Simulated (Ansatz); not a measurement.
## What a change does: single-point calculation on Al$_{2}$Cu

System: Al$_{2}$Cu (P-3m1, 9 atoms in the cell).
Method of the first run: DFT r2SCAN, scalar-relativistic, plane waves, PAW, no spin polarisation (Ansatz 0.2.0).

The structure derives from a Materials Project entry. Text and figures count atoms from 1; the logs count them from 0 in places.

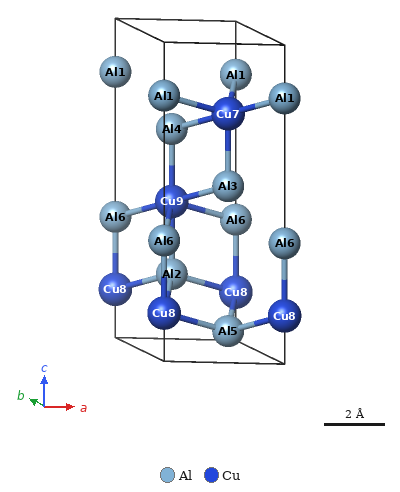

**Figure 1.** The structure (ball-and-stick view of the cell of the calculation, seen slightly off an axis; atoms are numbered from 1 in the order of the input). An atom can appear more than once, as a periodic image. Near neighbours in the periodic cell (some may lie outside the picture): Al has 3 Cu at 2.48 Å; Al has 4 Cu at 2.48 Å; Cu has 7 Al at 2.48 Å; Cu has 8 Al at 2.48 Å.

### Input, the first run
```yaml
crystal:
  lattice:
    - [-2.0273575171, 2.0273575171, -2.8669875149]
    - [-2.0273575171, -2.0273575171, 2.8669875149]
    - [0.0, 8.925914405, 6.3113426146]
  atoms:
    - { symbol: Al, position: [5.0298e-06, -5.0298e-06, 0.8327985617] }
    - { symbol: Al, position: [0.333334705, 0.666665295, 0.227115868] }
    - { symbol: Al, position: [0.6666698674, 0.3333301326, 0.5299572148] }
    - { symbol: Al, position: [0.3333374486, 0.6666625514, 0.6813778882] }
    - { symbol: Al, position: [0.6666671238, 0.3333328762, 0.0756951946] }
    - { symbol: Al, position: [2.2862e-06, -2.2862e-06, 0.3785365414] }
    - { symbol: Cu, position: [0.6666712392, 0.3333287608, 0.757088225] }
    - { symbol: Cu, position: [9.144e-07, -9.144e-07, 0.1514055313] }
    - { symbol: Cu, position: [0.3333360768, 0.6666639232, 0.4542468781] }
basis:
  ecutwfc: 500
kpoints:
  mp_grid: { grid: [13, 13, 5] }
hamiltonian:
  xc: r2scan
scf:
  occupations: { method: gaussian, width: 0.15 }
output:
  forces: true
  stress: true
  eigenvalues: true
  write_density: true
  write_potential: true
  elf: true
  volumetric_format: npy
```

Launched with:
```bash
ansatz run input.yaml --threads 2 --pin off --max-ram 5120MiB --backend cpu --events-out ev --progress --plain --runs-dir out
```

Hardware: 2 threads of Oxide Virtual Turin-like (Zen 5), 32 GiB of memory available, shared host.

### Output, shortened to warnings, some set-up lines, iterations and results (the first run)
```
Warning: 8 symmetry operations that the atoms keep within the bar at which the run's group was sought (crystal.symmetry.tolerance 1.0e-5, or twice it) were not taken beside the 4 unitary ones that the detection took (of a slab, those that keep its plane). If the more symmetric cell is meant, write the vectors of crystal.lattice to more decimals, or, with the positions in fractional coordinates, …
Basis set: ecut = 500 eV, 3969 PW (Γ), exchange–correlation on 120×120×320 points (64 copies of the dense FFT grid, shifted against one another)
Symmetry: 4 space group operations
k-points: 231 of 845
Initial density: superposition of atomic densities (neutral atoms: chi_scale 0, normalization atom), corrected by the library's trained network
[...]
SCF iter   1: F=—  HF=-23136.713614 eV  |F-HF|=—  |Δ(HF+E_count)|=         —  Δρ=2.24e-2  dr2=5.95e-1  dr2_τ=3.02e-2  ethr=1.77e-3  ⟨swp⟩=8.8  Hψ=49366  notcnv=0  defer=7
SCF iter   2: F=—  HF=-23136.798169 eV  |F-HF|=—  |Δ(HF+E_count)|=   8.46e-2  Δρ=1.91e-2  dr2=2.96e-1  dr2_τ=2.89e-3  ethr=7.93e-4  ⟨swp⟩=2.0  Hψ=19206  notcnv=0  defer=670
SCF iter   3: F=—  HF=-23136.714148 eV  |F-HF|=—  |Δ(HF+E_count)|=   8.40e-2  Δρ=4.42e-3  dr2=4.85e-2  dr2_τ=9.57e-5  ethr=3.95e-4  ⟨swp⟩=2.0  Hψ=16685  notcnv=0  defer=670
SCF iter   4: F=—  HF=-23136.703081 eV  |F-HF|=—  |Δ(HF+E_count)|=   1.11e-2  Δρ=1.73e-3  dr2=3.56e-3  dr2_τ=3.39e-5  ethr=6.47e-5  ⟨swp⟩=2.0  Hψ=18390  notcnv=0  defer=650
SCF iter   5: F=—  HF=-23136.705328 eV  |F-HF|=—  |Δ(HF+E_count)|=   2.25e-3  Δρ=3.25e-3  dr2=1.17e-2  dr2_τ=4.96e-5  ethr=4.75e-6  ⟨swp⟩=2.0  Hψ=18848  notcnv=0  defer=650
SCF iter   6: F=—  HF=-23136.703308 eV  |F-HF|=—  |Δ(HF+E_count)|=   2.02e-3  Δρ=5.88e-4  dr2=6.18e-4  dr2_τ=2.36e-6  ethr=4.75e-6  ⟨swp⟩=2.0  Hψ=18781  notcnv=0  defer=650
SCF iter   7: F=—  HF=-23136.703213 eV  |F-HF|=—  |Δ(HF+E_count)|=   9.51e-5  Δρ=2.27e-4  dr2=1.12e-4  dr2_τ=2.94e-7  ethr=8.24e-7  ⟨swp⟩=2.3  Hψ=14858  notcnv=0  defer=650
SCF iter   8: F=—  HF=-23136.703209 eV  |F-HF|=—  |Δ(HF+E_count)|=   4.28e-6  Δρ=6.15e-5  dr2=1.27e-5  dr2_τ=2.85e-8  ethr=1.50e-7  ⟨swp⟩=2.5  Hψ=16190  notcnv=0  defer=650
SCF iter   9: F=—  HF=-23136.703282 eV  |F-HF|=—  |Δ(HF+E_count)|=   7.30e-5  Δρ=2.75e-5  dr2=1.27e-6  dr2_τ=2.57e-9  ethr=1.69e-8  ⟨swp⟩=2.2  Hψ=14682  notcnv=0  defer=650
SCF iter  10: F=-23136.703282 eV  HF=-23136.703282 eV  |F-HF|=2.75e-9  |Δ(HF+E_count)|=   1.36e-8  Δρ=4.11e-6  dr2=3.32e-8  dr2_τ=3.32e-10  ethr=1.33e-10  ⟨swp⟩=13.5  …
SCF 1 converged in 10 iterations: F = -23136.703282 eV  dr2 = 3.32e-8
SCF converged after 10 iterations
Free energy (F): -23136.703282 eV
Harris-Foulkes:  -23136.703282 eV  (|F-HF|=2.75e-9)
Internal energy: -23136.672613 eV  (E = F + TS)
E sigma→0 (E₀):  -23136.687948 eV
Entropy (-TS):   -0.030669 eV (-3.408 meV/atom)
Fermi energy:    8.161540 eV
--- Per-component energies (eV) ---
  E_band       = -1629.122532
  E_kinetic    = 1033.033173
  E_local      = -18625.400105  (includes V_loc(G=0)·N_el)
  E_nonlocal   = 1216.497364
  E_hartree    = 8363.770258
  E_xc         = -472.336568
  E_vxc        = -564.263020  (∫ρ·V_xc dr)
  E_paw        = -7850.527510  (= ΣΔE_a)
  E_vpaw       = -1452.713262  (= ΣTr[D̂ρ^β])
  E_aug_tail   = 0.000436  (compensation charges beyond the density's cutoff)
  E_vtau       = 36.202906  (kinetic-family band-sum trace: ∫τ·v_τ [+ j·A + Jᵃ·Aᵃ] dr)
  E_ewald      = -6800.445690
  E_core_change = -1.263972  (= ΣΔE_core)
  E_smearing   = -0.030669  (= −TS)
  E_closure    = -0.000000  (closes the sum)
  Σ components = -23136.703282   (vs F -23136.703282, Δ=0.00e0)
--- Forces (eV/Å), atoms counted from 1 ---
  atom   1  Al    -0.00000000     0.39060396     0.27637431
  atom   2  Al     0.00000000    -0.25913085    -0.18325228
  atom   3  Al     0.00000000     0.02927771     0.02071493
  atom   4  Al    -0.00000000     0.25913085     0.18325228
  atom   5  Al     0.00000000    -0.39060396    -0.27637431
  atom   6  Al    -0.00000000    -0.02927771    -0.02071493
  atom   7  Cu    -0.00000000     0.42200734     0.29841761
  atom   8  Cu     0.00000000    -0.42200734    -0.29841761
  atom   9  Cu     0.00000000     0.00000000     0.00000000
  max |Σ_I F_I| component: 5.55e-17 eV/Å
--- Stress (GPa, compression-positive) ---
       -1.146799      -0.000000       0.000000
       -0.000000      -4.590037      -2.434915
        0.000000      -2.434916      -2.864936
  P = ⅓ Tr σ = -2.8673 GPa (-28.673 kbar)
```

The input of the second run differs as follows (lines with − go, lines with + come):
```diff
-    - [0.0, 8.925914405, 6.3113426146]
+    - [0.0, 8.5176722367, 6.0226588221]
-    - { symbol: Al, position: [5.0298e-06, -5.0298e-06, 0.8327985617] }
-    - { symbol: Al, position: [0.333334705, 0.666665295, 0.227115868] }
-    - { symbol: Al, position: [0.6666698674, 0.3333301326, 0.5299572148] }
-    - { symbol: Al, position: [0.3333374486, 0.6666625514, 0.6813778882] }
-    - { symbol: Al, position: [0.6666671238, 0.3333328762, 0.0756951946] }
-    - { symbol: Al, position: [2.2862e-06, -2.2862e-06, 0.3785365414] }
-    - { symbol: Cu, position: [0.6666712392, 0.3333287608, 0.757088225] }
-    - { symbol: Cu, position: [9.144e-07, -9.144e-07, 0.1514055313] }
-    - { symbol: Cu, position: [0.3333360768, 0.6666639232, 0.4542468781] }
+    - { symbol: Al, position: [2.6354e-06, -2.6354e-06, 0.8727147723] }
+    - { symbol: Al, position: [0.3333340521, 0.6666659479, 0.2380015795] }
+    - { symbol: Al, position: [0.6666683437, 0.3333316563, 0.5553581759] }
+    - { symbol: Al, position: [0.3333354896, 0.6666645104, 0.7140364741] }
+    - { symbol: Al, position: [0.6666669062, 0.3333330938, 0.0793232813] }
+    - { symbol: Al, position: [1.1979e-06, -1.1979e-06, 0.3966798777] }
+    - { symbol: Cu, position: [0.6666690625, 0.3333309375, 0.7933756232] }
+    - { symbol: Cu, position: [4.791e-07, -4.791e-07, 0.1586624304] }
+    - { symbol: Cu, position: [0.3333347708, 0.6666652292, 0.4760190268] }
```

What does this change do to the results?

With the same functional and potentials, the second run lies 88.4 meV per atom lower. The pressure goes from −2.87 to −2.71 GPa. The largest force goes from 0.517 to 0.778 eV/Å. The volume per atom goes from 17.29 to 16.50 Å³. The number of SCF iterations is the same. The plane waves at Γ go from 3969 to 3777. On the same kind of shared host the second run took about 0.56 times as long.

### Output, shortened to warnings, some set-up lines, iterations and results (the second run)
```
Warning: 8 symmetry operations that the atoms keep within the bar at which the run's group was sought (crystal.symmetry.tolerance 1.0e-5, or twice it) were not taken beside the 4 unitary ones that the detection took (of a slab, those that keep its plane). If the more symmetric cell is meant, write the vectors of crystal.lattice to more decimals, or, with the positions in fractional coordinates, …
Basis set: ecut = 500 eV, 3777 PW (Γ), exchange–correlation on 120×120×320 points (64 copies of the dense FFT grid, shifted against one another)
Symmetry: 4 space group operations
k-points: 231 of 845
Initial density: superposition of atomic densities (neutral atoms: chi_scale 0, normalization atom), corrected by the library's trained network
[...]
SCF iter   1: F=—  HF=-23137.505884 eV  |F-HF|=—  |Δ(HF+E_count)|=         —  Δρ=2.32e-2  dr2=5.89e-1  dr2_τ=3.09e-2  ethr=1.77e-3  ⟨swp⟩=9.0  Hψ=50077  notcnv=0  defer=12
SCF iter   2: F=—  HF=-23137.592894 eV  |F-HF|=—  |Δ(HF+E_count)|=   8.70e-2  Δρ=1.93e-2  dr2=2.87e-1  dr2_τ=2.95e-3  ethr=7.85e-4  ⟨swp⟩=2.0  Hψ=19214  notcnv=0  defer=657
SCF iter   3: F=—  HF=-23137.508921 eV  |F-HF|=—  |Δ(HF+E_count)|=   8.40e-2  Δρ=4.44e-3  dr2=4.26e-2  dr2_τ=8.81e-5  ethr=3.83e-4  ⟨swp⟩=2.0  Hψ=16708  notcnv=0  defer=657
SCF iter   4: F=—  HF=-23137.498941 eV  |F-HF|=—  |Δ(HF+E_count)|=   9.98e-3  Δρ=1.53e-3  dr2=2.80e-3  dr2_τ=2.67e-5  ethr=5.69e-5  ⟨swp⟩=1.8  Hψ=17017  notcnv=0  defer=657
SCF iter   5: F=—  HF=-23137.499894 eV  |F-HF|=—  |Δ(HF+E_count)|=   9.53e-4  Δρ=2.02e-3  dr2=4.68e-3  dr2_τ=2.05e-5  ethr=3.74e-6  ⟨swp⟩=2.1  Hψ=15810  notcnv=0  defer=657
SCF iter   6: F=—  HF=-23137.499175 eV  |F-HF|=—  |Δ(HF+E_count)|=   7.18e-4  Δρ=4.59e-4  dr2=3.72e-4  dr2_τ=1.93e-6  ethr=3.74e-6  ⟨swp⟩=2.0  Hψ=17580  notcnv=0  defer=657
SCF iter   7: F=—  HF=-23137.499120 eV  |F-HF|=—  |Δ(HF+E_count)|=   5.53e-5  Δρ=2.06e-4  dr2=8.17e-5  dr2_τ=2.16e-7  ethr=4.96e-7  ⟨swp⟩=2.6  Hψ=16198  notcnv=0  defer=657
SCF iter   8: F=—  HF=-23137.499195 eV  |F-HF|=—  |Δ(HF+E_count)|=   7.46e-5  Δρ=6.13e-5  dr2=7.79e-6  dr2_τ=1.98e-8  ethr=1.09e-7  ⟨swp⟩=2.2  Hψ=15818  notcnv=0  defer=657
SCF iter   9: F=—  HF=-23137.499195 eV  |F-HF|=—  |Δ(HF+E_count)|=   1.02e-8  Δρ=1.54e-5  dr2=4.95e-7  dr2_τ=1.42e-9  ethr=1.04e-8  ⟨swp⟩=2.5  Hψ=15535  notcnv=0  defer=657
SCF iter  10: F=-23137.499195 eV  HF=-23137.499195 eV  |F-HF|=1.44e-8  |Δ(HF+E_count)|=   8.00e-8  Δρ=2.97e-6  dr2=2.25e-8  dr2_τ=1.55e-10  ethr=1.33e-10  ⟨swp⟩=14.3  …
SCF 1 converged in 10 iterations: F = -23137.499195 eV  dr2 = 2.25e-8
SCF converged after 10 iterations
Free energy (F): -23137.499195 eV
Harris-Foulkes:  -23137.499195 eV  (|F-HF|=1.44e-8)
Internal energy: -23137.466578 eV  (E = F + TS)
E sigma→0 (E₀):  -23137.482886 eV
Entropy (-TS):   -0.032617 eV (-3.624 meV/atom)
Fermi energy:    8.723770 eV
--- Per-component energies (eV) ---
  E_band       = -1590.706466
  E_kinetic    = 1034.901488
  E_local      = -18034.368763  (includes V_loc(G=0)·N_el)
  E_nonlocal   = 1215.141371
  E_hartree    = 8087.331172
  E_xc         = -473.788185
  E_vxc        = -566.241576  (∫ρ·V_xc dr)
  E_paw        = -7849.653079  (= ΣΔE_a)
  E_vpaw       = -1451.011347  (= ΣTr[D̂ρ^β])
  E_aug_tail   = 0.000434  (compensation charges beyond the density's cutoff)
  E_vtau       = 36.221232  (kinetic-family band-sum trace: ∫τ·v_τ [+ j·A + Jᵃ·Aᵃ] dr)
  E_ewald      = -7115.767043
  E_core_change = -1.263972  (= ΣΔE_core)
  E_smearing   = -0.032617  (= −TS)
  E_closure    = -0.000000  (closes the sum)
  Σ components = -23137.499195   (vs F -23137.499195, Δ=0.00e0)
--- Forces (eV/Å), atoms counted from 1 ---
  atom   1  Al     0.00000000     0.63495079     0.44911812
  atom   2  Al     0.00000000    -0.16950567    -0.11986180
  atom   3  Al     0.00000000     0.02458709     0.01739474
  atom   4  Al    -0.00000000     0.16950567     0.11986180
  atom   5  Al    -0.00000000    -0.63495079    -0.44911812
  atom   6  Al    -0.00000000    -0.02458709    -0.01739474
  atom   7  Cu    -0.00000000     0.51165229     0.36179601
  atom   8  Cu     0.00000000    -0.51165229    -0.36179601
  atom   9  Cu     0.00000000     0.00000000     0.00000000
  max |Σ_I F_I| component: 3.01e-26 eV/Å
--- Stress (GPa, compression-positive) ---
       -0.887438      -0.000000       0.000000
       -0.000000      -4.534855      -2.579066
        0.000000      -2.579066      -2.707447
  P = ⅓ Tr σ = -2.7099 GPa (-27.099 kbar)
```

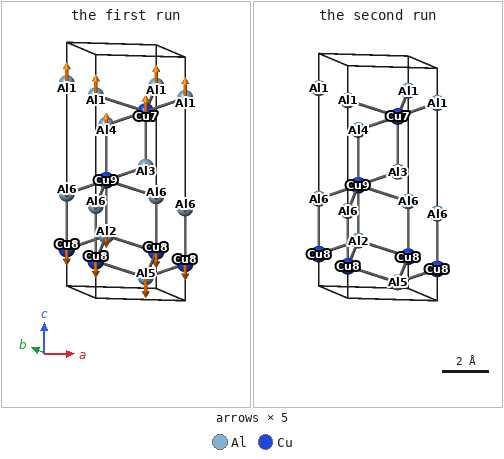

**Figure 2.** The two input geometries at one scale (ball-and-stick view of the cell of the calculation, seen slightly off an axis). The orange arrows on the first give the shifts of the atoms relative to the cell, with their mean removed, magnified 5 times. The largest moves relative to the cell, 0.19 Å, are those of Al1 and Al5. Largest moves by element: Al 0.19 Å, Cu 0.15 Å. (The mean shift of all atoms is removed.) Cell: a = b stay at 4.055 Å, c 10.932 → 10.432 Å (−4.6 %). Volume −4.6 %.

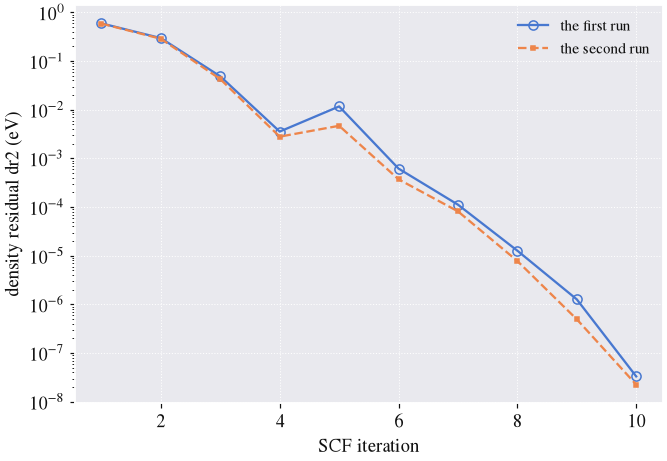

**Figure 3.** Convergence of the two runs: density residual dr2 against the SCF iteration. The first run takes 10 iterations in all, and the second run takes 10.

### The two runs side by side

```tsv
quantity	the first run	the second run
outcome	converged	converged
free energy per atom (eV)	−2570.7448	−2570.8332
energy per atom, smearing taken to zero (eV)	−2570.7431	−2570.8314
gap on the mesh (eV)	0.00	0.00
pressure (GPa)	−2.87	−2.71
volume per atom (Å³)	17.29	16.50
largest force (eV/Å)	0.517	0.778
SCF iterations	10	10
irreducible k-points	231	231
plane waves at Γ	3969	3777
wall time (shared host)	92 s	52 s
```

For both runs: Warnings: near-symmetries of the structure were not used.
